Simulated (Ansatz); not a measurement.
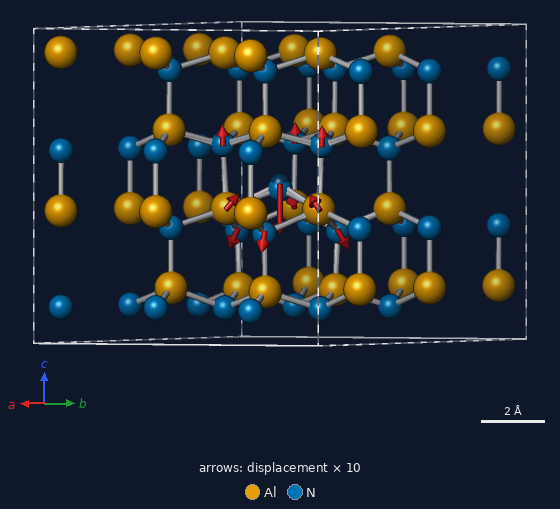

A relaxation of a defect cell of composition Al36N37 (cell charge −1) (coarse preliminary run). The starting structure is drawn faded, the final one solid; red arrows show the displacements, magnified 10 times.

A ball-and-stick model of the cell of the calculation (origin shifted), seen from a free direction.

Case: N interstitial, charge -1, atoms relaxed at the host's cell.

These are results of DFT PBE, scalar-relativistic, plane waves, PAW (Ansatz 0.2.0), not measurements. (plane-wave cutoff 420 eV; k-point mesh 1 × 1 × 1; occupations gaussian; smearing width 0.01 eV; no spin polarisation; atoms relaxed in a fixed cell; force threshold 0.025 eV/Å; at most 45 steps)

Describe the change and its energy.

Answer. The energy falls by 0.742 eV per cell of the calculation in 6 geometry steps. The largest force component goes from 1.7 to 0.007 eV/Å. The largest move is that of an N atom, 0.16 Å along −c. Largest moves by element: N 0.16 Å, Al 0.07 Å. The lattice vectors keep their values. Among the contacts that change: Al–N 1.972 → 1.850 Å, Al–N 1.953 → 1.998 Å, Al–N 1.892 → 1.851 Å, Al–N 1.903 → 1.942 Å. Bond angles that change, for instance: Al–N–Al 105.5° → 98.6°, N–Al–N 68.0° → 74.8°, N–Al–N 172.9° → 178.9°. Cost: 38 s on 4 threads of Arm Neoverse V2, with other jobs on the host, peak memory 0.84 GiB.

Limits of the set-up: the cell is charged, on a uniform background, and energies carry no finite-size correction.
